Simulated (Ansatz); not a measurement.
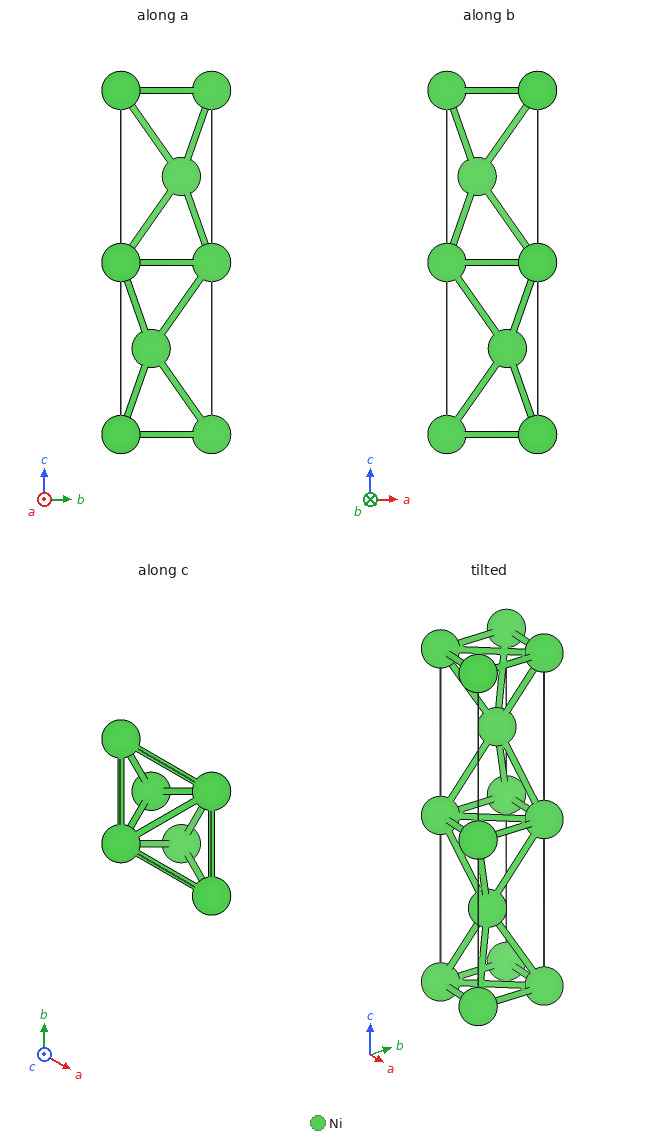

An orthographic ball-and-stick view of the structure, along the a axis, along the b axis, along the c axis and slightly off an axis. The conventional unit cell is outlined; an atom on or near a face, edge or corner is repeated at each equivalent position.

Lattice parameters: a = 2.457 Å, b = 2.457 Å, c = 8.075 Å, α = 90.00°, β = 90.00°, γ = 120.00°. Put a along x and b in the xy plane.

### Convert the drawing into a POSCAR file.

```
Ni
1.0
     2.457    0.000    0.000
    -1.228    2.128    0.000
     0.000    0.000    8.075
Ni
4
Direct
  0.0000 0.0000 0.0000
  0.0000 0.0000 0.5000
  0.3333 0.6667 0.7500
  0.6667 0.3333 0.2500
```

The structure comes from a structure type filled with this element by a generator (whether the element takes this form wasn't checked). What is shown is the relaxed result from DFT r2SCAN, scalar-relativistic, plane waves, PAW in Ansatz 0.2.0.
